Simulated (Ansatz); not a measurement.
Pd

```cif
data_structure
_symmetry_space_group_name_H-M 'P 1'
_symmetry_Int_Tables_number 1
_cell_length_a 5.9075
_cell_length_b 5.9075
_cell_length_c 5.9075
_cell_angle_alpha 90.000
_cell_angle_beta 90.000
_cell_angle_gamma 90.000
_cell_volume 206.17
loop_
_atom_site_label
_atom_site_type_symbol
_atom_site_fract_x
_atom_site_fract_y
_atom_site_fract_z
_atom_site_occupancy
Pd1 Pd 0.75000 0.25000 0.25000 1
Pd2 Pd 0.25000 0.75000 0.25000 1
Pd3 Pd 0.25000 0.25000 0.75000 1
Pd4 Pd 0.75000 0.75000 0.75000 1
Pd5 Pd 0.50000 0.00000 0.00000 1
Pd6 Pd 0.00000 0.50000 0.00000 1
Pd7 Pd 0.00000 0.00000 0.50000 1
Pd8 Pd 0.50000 0.50000 0.50000 1
```

Space group Fd-3m; set up as Pd, diamond; a generated structure, not necessarily the stable one; changed on purpose from its base cell (volume × 1.12); computed pressure about −7 GPa in this cell.

Computed with DFT, PBEsol, plane waves (420 eV) with PAW, scalar-relativistic in Ansatz 0.2.0.

Question: What can the converged valence pseudo-density and electron localisation function tell about the bonding?

Answer: Pd–Pd (2.56 Å): ρ is about 0.44 e/Å³ halfway; the ELF is about 0.25 at the midpoint; no shared electron pair shows on this line.

Question: Does the calculation give a band gap?

Answer: It is gapless in this calculation (a metal or semimetal).

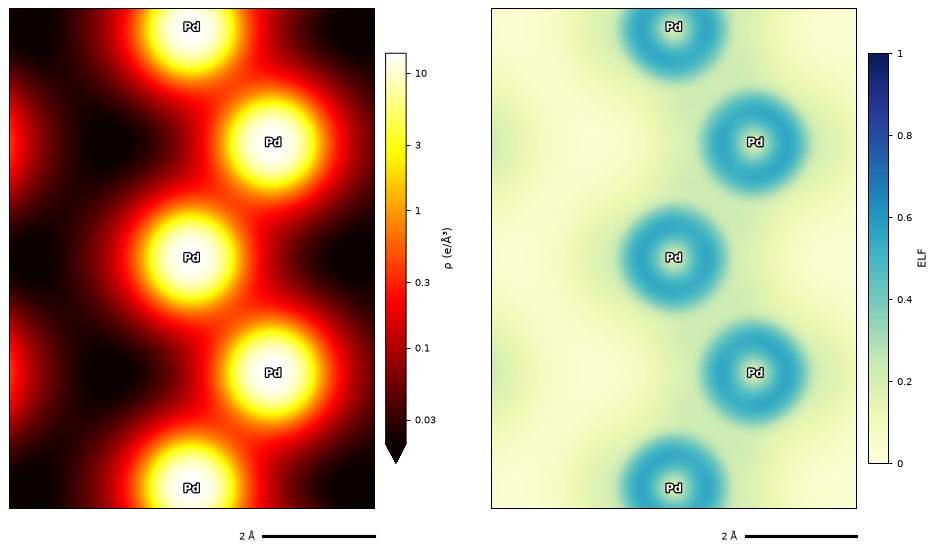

Computed valence pseudo-density and electron localisation function on the (101) plane of the conventional cell, in this order. 

In a PAW calculation such maps are meaningful between the atoms, not at the nuclei.
